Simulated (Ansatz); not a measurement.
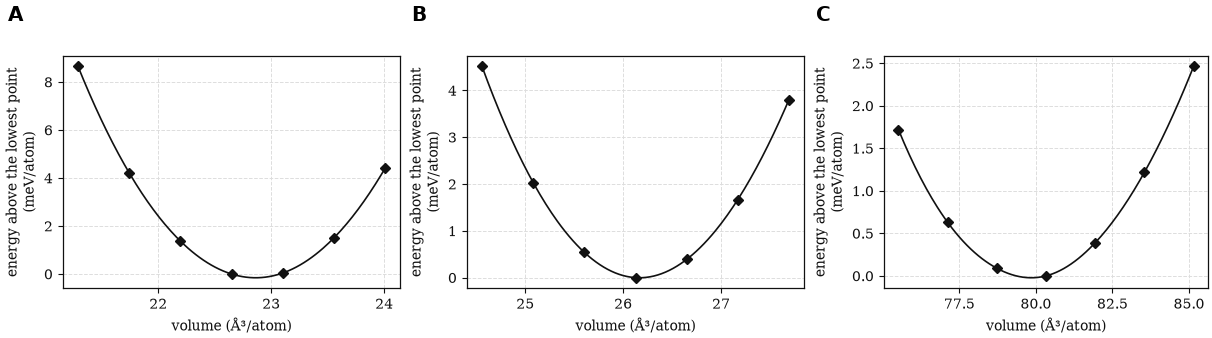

Each panel shows the energy above the lowest point against volume for one of these solids: Er, Fd-3m (No. 227); Eu, Im-3m (No. 229); LaO₃, Pm-3m (No. 221).

Computed with Ansatz 0.2.0 development build: equation of state of a cubic crystal from periodic Kohn-Sham density functional theory without spin; pressure corrected for the finite basis. Level: PBE.

Question: Which panel belongs to which solid?

Answer: A is LaO₃ (energy above the lowest point from 0.00 meV/atom to 8.65 meV/atom); B is Eu (energy above the lowest point from 0.000 meV/atom to 4.512 meV/atom); C is Er (energy above the lowest point from 0.00 meV/atom to 2.46 meV/atom).

For Er, limits of the calculation: cubic model structure, not the ambient form; modest k-mesh, values are not fully converged in k; open f shell treated without spin.

For Eu, limits of the calculation: modest k-mesh, values are not fully converged in k; open f shell treated without spin.

For LaO₃, limits of the calculation: cubic model structure, not the ambient form; modest k-mesh, values are not fully converged in k; no spin polarisation, a magnetic state may lie lower.
